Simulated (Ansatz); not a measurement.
Structure of Ti:

```cif
data_structure
_symmetry_space_group_name_H-M 'P 1'
_symmetry_Int_Tables_number 1
_cell_length_a 3.2495
_cell_length_b 3.2495
_cell_length_c 3.2495
_cell_angle_alpha 90.000
_cell_angle_beta 90.000
_cell_angle_gamma 90.000
_cell_volume 34.31
loop_
_atom_site_label
_atom_site_type_symbol
_atom_site_fract_x
_atom_site_fract_y
_atom_site_fract_z
_atom_site_occupancy
Ti1 Ti 0.00000 0.00000 0.00000 1
Ti2 Ti 0.50000 0.50000 0.50000 1
```

Structure used: the input geometry of an electronic-structure calculation (not necessarily at equilibrium); the starting structure was generated, so it need not be a known form of this composition.

**Which powder rings are expected with 100 kV electrons? List the innermost 6, leaving out those under 3 % of the strongest.**

```
ring      radius  d (Å)  hkl
   1   4.35 nm⁻¹   2.30  110
   2   6.15 nm⁻¹  1.625  200
   3   7.54 nm⁻¹  1.327  211
   4   8.70 nm⁻¹  1.149  220
   5   9.73 nm⁻¹  1.028  310
   6  11.51 nm⁻¹  0.868  321
```

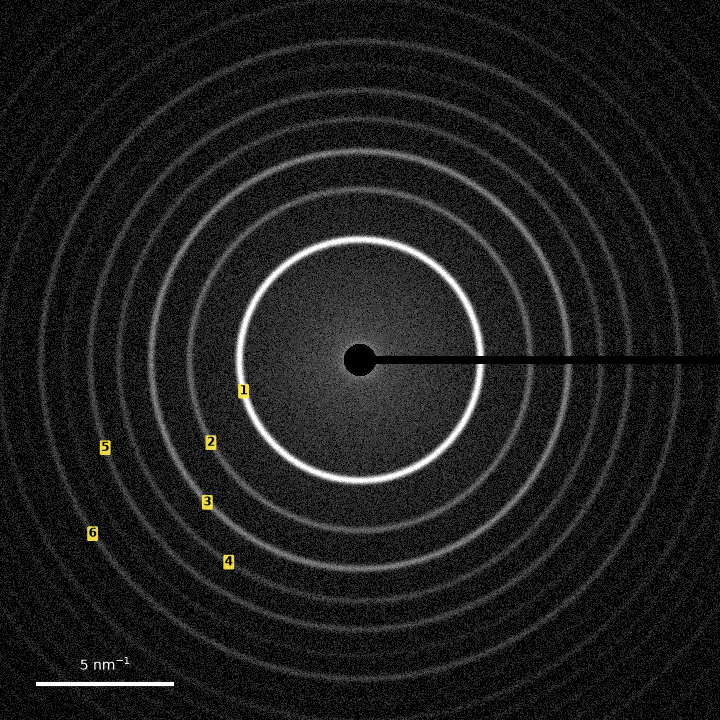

Simulated electron diffraction rings at 100 kV (λ = 0.0370 Å), scale in nm⁻¹ (radius = 1/d), for a fine-grained powder without texture. Kinematic intensities with B = 0.3 Å² for all atoms, without multiple scattering; brightness goes as intensity to the power 0.5, clipped at the top, with counting noise. Reflections closer than the ring width show as one ring. The numbers mark the rings of the table.
